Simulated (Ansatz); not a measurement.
**What a change does: band-structure calculation on Sn**

System: Sn (1 atom in the cell).
Method of run A: DFT, PBEsol, PAW with Ansatz's default frozen-core files, scalar-relativistic, no spin polarisation (Ansatz 0.2.0).

Text and figures count atoms from 1; the logs count them from 0 in places.

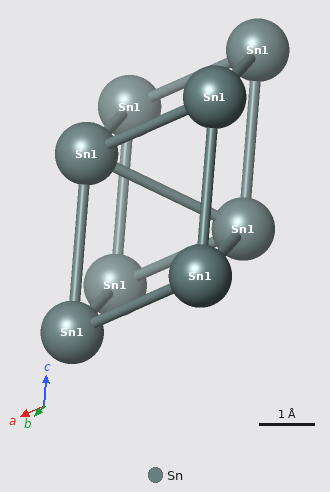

**Figure 1.** The input geometry (ball-and-stick view of the cell of the calculation, seen at an oblique angle; atoms are numbered from 1 in the order of the input). Near neighbours in the crystal (not all of them lie inside the picture): Sn has 8 Sn at 3.30 Å.

**Input file, run A**
```yaml
crystal:
  lattice:
    - [-1.9031242745, 1.9031242745, 1.9031242745]
    - [1.9031242745, -1.9031242745, 1.9031242745]
    - [1.9031242745, 1.9031242745, -1.9031242745]
  atoms:
    - { symbol: Sn, position: [0.0, 0.0, 0.0] }
kpoints:
  mp_grid: { grid: [15, 15, 15] }
  band_path:
    path:
      - [0.0, 0.0, 0.0]
      - [0.5, -0.5, 0.5]
      - [0.0, 0.0, 0.5]
      - [0.0, 0.0, 0.0]
      - [0.25, 0.25, 0.25]
      - [0.5, -0.5, 0.5]
      - [0.25, 0.25, 0.25]
      - [0.0, 0.0, 0.5]
    npoints: 5
scf:
  occupations: { method: fermi_dirac, width: 0.03 }
hamiltonian:
  xc: pbesol
  pseudopotentials: { kind: paw }
output:
  forces: true
  stress: true
  eigenvalues: true
  efg: { contact_densities: true }
  write_density: true
  write_potential: true
  elf: true
  volumetric_format: npy
```

Launched with:
```bash
ansatz run input.yaml --threads 1 --pin off --max-ram 2048MiB --backend cpu --events-out ev --progress --plain --runs-dir out
```

Hardware: 1 thread of an Arm (aarch64) CPU, shared host.

**Output, shortened to warnings, some set-up lines, iterations and results (run A)**
```
Basis set: ecut = 420 eV, 555 PW (Γ), exchange–correlation on 48×48×48 points (8 copies of the dense FFT grid, shifted against one another)
Symmetry: 48 space group operations
k-points: 120 of 3375
Initial density: superposition of atomic densities (neutral atoms: chi_scale 0, normalization atom), corrected by the library's trained network
[...]
SCF iter   1: F=—  HF=-5949.737860 eV  |F-HF|=—  |Δ(HF+E_count)|=         —  Δρ=2.42e-3  dr2=9.62e-4  ethr=1.77e-3  ⟨swp⟩=5.8  Hψ=7775  notcnv=0
SCF iter   2: F=—  HF=-5949.736574 eV  |F-HF|=—  |Δ(HF+E_count)|=   1.29e-3  Δρ=1.31e-3  dr2=3.11e-4  ethr=6.87e-6  ⟨swp⟩=2.0  Hψ=2794  notcnv=0  defer=4
SCF iter   3: F=—  HF=-5949.736451 eV  |F-HF|=—  |Δ(HF+E_count)|=   1.23e-4  Δρ=3.68e-4  dr2=2.01e-5  ethr=2.22e-6  ⟨swp⟩=2.0  Hψ=2395  notcnv=0  defer=5
SCF iter   4: F=—  HF=-5949.736423 eV  |F-HF|=—  |Δ(HF+E_count)|=   2.76e-5  Δρ=1.06e-4  dr2=3.08e-6  ethr=1.43e-7  ⟨swp⟩=2.0  Hψ=2134  notcnv=0  defer=4
SCF iter   5: F=—  HF=-5949.736423 eV  |F-HF|=—  |Δ(HF+E_count)|=   4.33e-7  Δρ=8.19e-5  dr2=1.68e-6  ethr=2.20e-8  ⟨swp⟩=1.0  Hψ=1292  notcnv=0  defer=4
SCF iter   6: F=—  HF=-5949.736422 eV  |F-HF|=—  |Δ(HF+E_count)|=   1.07e-6  Δρ=2.34e-5  dr2=1.32e-7  ethr=1.20e-8  ⟨swp⟩=2.1  Hψ=2105  notcnv=0  defer=5
SCF iter   7: F=-5949.736421 eV  HF=-5949.736421 eV  |F-HF|=4.79e-9  |Δ(HF+E_count)|=   9.38e-8  Δρ=3.72e-6  dr2=3.16e-9  ethr=7.14e-10  ⟨swp⟩=9.0  Hψ=8661  notcnv=0
SCF 1 converged in 7 iterations: F = -5949.736421 eV  dr2 = 3.16e-9
NSCF: frozen V_eff on 36 k-points
SCF converged after 7 iterations
Free energy (F): -5949.736421 eV
Harris-Foulkes:  -5949.736421 eV  (|F-HF|=4.79e-9)
Internal energy: -5949.733649 eV  (E = F + TS)
E sigma→0 (E₀):  -5949.735035 eV
Entropy (-TS):   -0.002773 eV (-2.773 meV/atom)
Fermi energy:    10.495015 eV
--- Per-component energies (eV) ---
  E_band       = -85.112643
  E_kinetic    = 186.098611
  E_local      = -834.816432  (includes V_loc(G=0)·N_el)
  E_nonlocal   = -30.909013
  E_hartree    = 521.855694
  E_xc         = -379.488361
  E_vxc        = -97.060891  (∫ρ·V_xc dr)
  E_paw        = -4063.514517  (= ΣΔE_a)
  E_vpaw       = -352.138891  (= ΣTr[D̂ρ^β])
  E_aug_tail   = -0.000000  (compensation charges beyond the density's cutoff)
  E_ewald      = -1349.244470
  E_core_change = 0.284840  (= ΣΔE_core)
  E_smearing   = -0.002773  (= −TS)
  E_closure    = 0.000000  (closes the sum)
  Σ components = -5949.736421   (vs F -5949.736421, Δ=0.00e0)
--- Forces (eV/Å), atoms counted from 1 ---
  atom   1  Sn     0.00000000    -0.00000000     0.00000000
  max |Σ_I F_I| component: 4.77e-31 eV/Å
--- Stress (GPa, compression-positive) ---
       -2.704978      -0.000000       0.000000
        0.000000      -2.704978      -0.000000
       -0.000000      -0.000000      -2.704978
  P = ⅓ Tr σ = -2.7050 GPa (-27.050 kbar)
--- PAW observables at the nuclei: V_zz in 10²¹ V/m², potentials from the cell's mean, atoms counted from 1 ---
  atom   1  Sn V_zz =    +0.000000   η = 0.0000   by run symmetry: forbidden
            electrostatic potential = -8174.084453 V   contact ρ = 1234649.148232 e/Å³
```

The input of run B differs as follows (lines with − go, lines with + come):
```diff
-  xc: pbesol
+  xc: r2scan
```

What does this change do to the results?

The total energies belong to different methods, so their difference says nothing on which is more stable or more accurate. The pressure goes from −2.70 to −1.30 GPa. The functional changes from PBEsol to r2SCAN. The SCF takes 6 iterations against 7. The default cutoff goes from 420 to 500 eV with the change. The plane waves at Γ go from 555 to 683.

**Output, shortened to warnings, some set-up lines, iterations and results (run B)**
```
Basis set: ecut = 500 eV, 683 PW (Γ), exchange–correlation on 100×100×100 points (64 copies of the dense FFT grid, shifted against one another)
Symmetry: 48 space group operations
k-points: 120 of 3375
Initial density: superposition of atomic densities (neutral atoms: chi_scale 0, normalization atom), corrected by the library's trained network
[...]
SCF iter   1: F=—  HF=-6038.382772 eV  |F-HF|=—  |Δ(HF+E_count)|=         —  Δρ=4.68e-3  dr2=2.43e-3  dr2_τ=2.32e-4  ethr=1.77e-3  ⟨swp⟩=5.5  Hψ=7982  notcnv=0
SCF iter   2: F=—  HF=-6038.389093 eV  |F-HF|=—  |Δ(HF+E_count)|=   6.32e-3  Δρ=2.51e-3  dr2=7.03e-4  dr2_τ=2.11e-5  ethr=1.73e-5  ⟨swp⟩=3.1  Hψ=3648  notcnv=0  defer=28
SCF iter   3: F=—  HF=-6038.389543 eV  |F-HF|=—  |Δ(HF+E_count)|=   4.51e-4  Δρ=3.97e-4  dr2=2.45e-5  dr2_τ=1.47e-6  ethr=5.02e-6  ⟨swp⟩=2.3  Hψ=2154  notcnv=0  defer=28
SCF iter   4: F=—  HF=-6038.389574 eV  |F-HF|=—  |Δ(HF+E_count)|=   3.04e-5  Δρ=1.13e-4  dr2=2.81e-6  dr2_τ=3.17e-8  ethr=1.75e-7  ⟨swp⟩=2.8  Hψ=2112  notcnv=0  defer=28
SCF iter   5: F=—  HF=-6038.389579 eV  |F-HF|=—  |Δ(HF+E_count)|=   5.54e-6  Δρ=3.92e-5  dr2=4.33e-7  dr2_τ=4.42e-9  ethr=2.00e-8  ⟨swp⟩=2.0  Hψ=1555  notcnv=0  defer=28
SCF iter   6: F=-6038.389581 eV  HF=-6038.389581 eV  |F-HF|=1.19e-8  |Δ(HF+E_count)|=   1.64e-6  Δρ=1.04e-5  dr2=2.42e-8  dr2_τ=4.23e-10  ethr=7.14e-10  ⟨swp⟩=11.1  Hψ=9543  …
SCF 1 converged in 6 iterations: F = -6038.389581 eV  dr2 = 2.42e-8
NSCF: frozen V_eff on 36 k-points
SCF converged after 6 iterations
Free energy (F): -6038.389581 eV
Harris-Foulkes:  -6038.389581 eV  (|F-HF|=1.19e-8)
Internal energy: -6038.387075 eV  (E = F + TS)
E sigma→0 (E₀):  -6038.388328 eV
Entropy (-TS):   -0.002506 eV (-2.506 meV/atom)
Fermi energy:    10.615006 eV
--- Per-component energies (eV) ---
  E_band       = -93.041676
  E_kinetic    = 185.428626
  E_local      = -833.260316  (includes V_loc(G=0)·N_el)
  E_nonlocal   = -33.145635
  E_hartree    = 523.644222
  E_xc         = -374.795411
  E_vxc        = -104.652477  (∫ρ·V_xc dr)
  E_paw        = -4157.749411  (= ΣΔE_a)
  E_vpaw       = -361.432560  (= ΣTr[D̂ρ^β])
  E_aug_tail   = -0.000000  (compensation charges beyond the density's cutoff)
  E_vtau       = 6.735230  (kinetic-family band-sum trace: ∫τ·v_τ [+ j·A + Jᵃ·Aᵃ] dr)
  E_ewald      = -1349.244470
  E_core_change = 0.735320  (= ΣΔE_core)
  E_smearing   = -0.002506  (= −TS)
  E_closure    = 0.000000  (closes the sum)
  Σ components = -6038.389581   (vs F -6038.389581, Δ=0.00e0)
--- Forces (eV/Å), atoms counted from 1 ---
  atom   1  Sn    -0.00000000     0.00000000     0.00000000
  max |Σ_I F_I| component: 1.31e-31 eV/Å
--- Stress (GPa, compression-positive) ---
       -1.304082       0.000000      -0.000000
       -0.000000      -1.304082      -0.000000
        0.000000       0.000000      -1.304082
  P = ⅓ Tr σ = -1.3041 GPa (-13.041 kbar)
--- PAW observables at the nuclei: V_zz in 10²¹ V/m², potentials from the cell's mean, atoms counted from 1 ---
  atom   1  Sn V_zz =    +0.000000   η = 0.0000   by run symmetry: forbidden
            electrostatic potential = -8174.546134 V   contact ρ = 1235644.145336 e/Å³
```

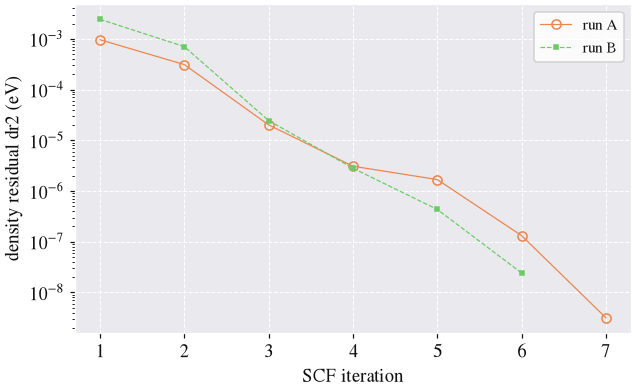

**Figure 2.** Convergence of the two runs: density residual dr2 against the SCF iteration. Run A takes 7 iterations in all, and run B takes 6.

**The two runs side by side**

| quantity | run A | run B |
| --- | --- | --- |
| outcome | converged | converged |
| free energy per atom (eV) | −5949.7364 | −6038.3896 |
| energy per atom, smearing taken to zero (eV) | −5949.7350 | −6038.3883 |
| pressure (GPa) | −2.70 | −1.30 |
| largest force (eV/Å) | 0.000 | 0.000 |
| SCF iterations | 7 | 6 |
| irreducible k-points | 120 | 120 |
| plane waves at Γ | 555 | 683 |
| wall time (shared host) | 4.6 s | 8 s |

For both runs: Warnings: the field gradients leave out spin–orbit coupling.
